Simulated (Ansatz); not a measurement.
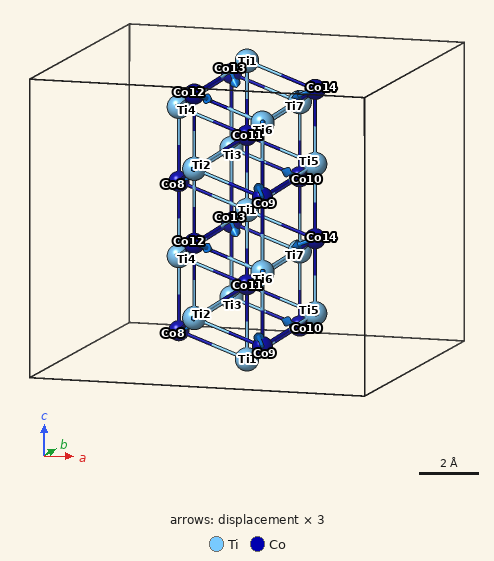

This is a relaxation of a wire of composition TiCo. The starting structure is drawn; blue arrows show the displacements (the part carried along by the change of the cell is left out), 3 times their true length.

A ball-and-stick model of the 2 repeat of the cell, with the vacuum cut short, seen slightly off an axis.

Case: wire along [1 1 1], 14 atoms a period.

Level of theory: Ansatz, DFT PBE, scalar-relativistic, plane waves, PAW.

Input
```yaml
crystal:
  lattice:
    - [13.9, 0.0, 0.0]
    - [0.0, 13.5, 0.0]
    - [0.0, 0.0, 5.171188875]
  atoms:
    - { symbol: Ti, position: [0.5, 0.5, 0.0] }
    - { symbol: Ti, position: [0.412312165, 0.3436200727, 0.3333333333] }
    - { symbol: Ti, position: [0.412312165, 0.6563799273, 0.3333333333] }
    - { symbol: Ti, position: [0.32462433, 0.5, 0.6666666667] }
    - { symbol: Ti, position: [0.67537567, 0.5, 0.3333333333] }
    - { symbol: Ti, position: [0.587687835, 0.3436200727, 0.6666666667] }
    - { symbol: Ti, position: [0.587687835, 0.6563799273, 0.6666666667] }
    - { symbol: Co, position: [0.32462433, 0.5, 0.1666666667], spin: 1.09 }
    - { symbol: Co, position: [0.587687835, 0.3436200727, 0.1666666667], spin: 1.09 }
    - { symbol: Co, position: [0.587687835, 0.6563799273, 0.1666666667], spin: 1.09 }
    - { symbol: Co, position: [0.5, 0.5, 0.5], spin: 1.09 }
    - { symbol: Co, position: [0.412312165, 0.3436200727, 0.8333333333], spin: 1.09 }
    - { symbol: Co, position: [0.412312165, 0.6563799273, 0.8333333333], spin: 1.09 }
    - { symbol: Co, position: [0.67537567, 0.5, 0.8333333333], spin: 1.09 }
basis:
  ecutwfc: 420
kpoints:
  mp_grid: { grid: [1, 1, 11] }
hamiltonian:
  xc: pbe
scf:
  occupations: { method: gaussian, width: 0.05 }
  lower_state_search: "off"
output:
  forces: true
  stress: true
  eigenvalues: true
  populations: true
  write_density: true
  write_potential: true
  elf: true
  volumetric_format: npy
magnetization:
  spin_polarized: true
relax:
  adjacent_minimum: "off"
  f_tol: 0.02
  max_steps: 45
  cell: { fix: [a, b, alpha, beta, gamma], stress_tol: 0.03 }
```

Launched with:
```bash
ansatz run input.yaml --threads 4 --pin off --max-ram 11264MiB --backend cpu --events-out ev --progress --plain --runs-dir out
```

**Atoms of which element are displaced furthest, and by how much?**

Cobalt: up to 0.31 Å, against 0.05 Å for titanium.

**What did the optimiser do to the structure, and how much energy did it gain?**

The energy falls by 2.922 eV per cell of the calculation in 11 accepted moves (15 points after the start). Largest force component: 1.9 eV/Å at the start, 0.0039 eV/Å at the end. The line search rejected the trial steps at points 7, 9 of the run. The SCF was repeated twice at an unchanged geometry on a basis and grid sized afresh for the cell, which shifted the energy by 5.8 meV per cell of the calculation at most. The largest moves, 0.31 Å, are those of Co8, Co9, Co10, Co12, Co13 and Co14. By element the largest moves are Co 0.31 Å, Ti 0.05 Å. Along the periodic axis the drawn cell goes c 10.342 → 9.621 Å (−7.0 %). Some distances before and after: Co10–Co11 2.986 → 2.612 Å, Ti1–Co10 2.586 → 2.334 Å, Ti1–Co11 2.586 → 2.405 Å, Ti2–Co8 2.586 → 2.429 Å. Among the angles between lasting bonds that change: Co9–Ti6–Co9 180.0° → 163.8°, Ti5–Co14–Ti5 180.0° → 163.9°, Ti6–Co14–Ti7 109.5° → 124.9°. The program noted that the starting moments weren't kept.

Limits of the set-up: the k-point mesh is coarse for a cell with partly filled bands.
